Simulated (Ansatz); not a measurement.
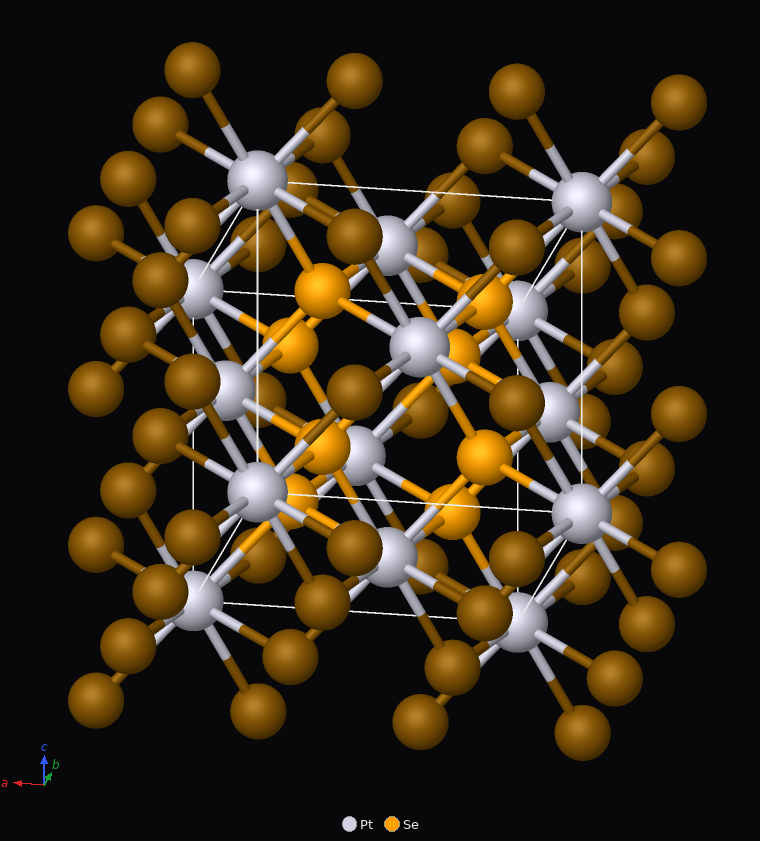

View from a general direction, drawn as a ball-and-stick model. The lines enclose the conventional unit cell; boundary atoms appear with their images. The bonded neighbours beyond the faces are included, in fainter colours.

PtSe2, space group Fm-3m (No. 225), a = 6.26 Å, b = 6.26 Å, c = 6.26 Å, α = 90.00°, β = 90.00°, γ = 90.00°.

Computational set-up: DFT, PBE, plane waves, PAW (Ansatz), a cutoff energy of 420 eV, k-points about 0.29 Å⁻¹ apart, Fermi-Dirac smearing of 0.02 eV, no spin polarisation.

### Is it conducting or gapped at this level?

A metal: bands cross the Fermi level.

### Which way would the volume go on relaxing?

The computed pressure is 1.6 GPa (compressed: it would expand).

Its origin is a structure type filled with these elements by a generator (whether the compound takes this form wasn't checked). Earlier steps of the study may have refined or changed the cell and positions. It was run through Ansatz as a DFT input.
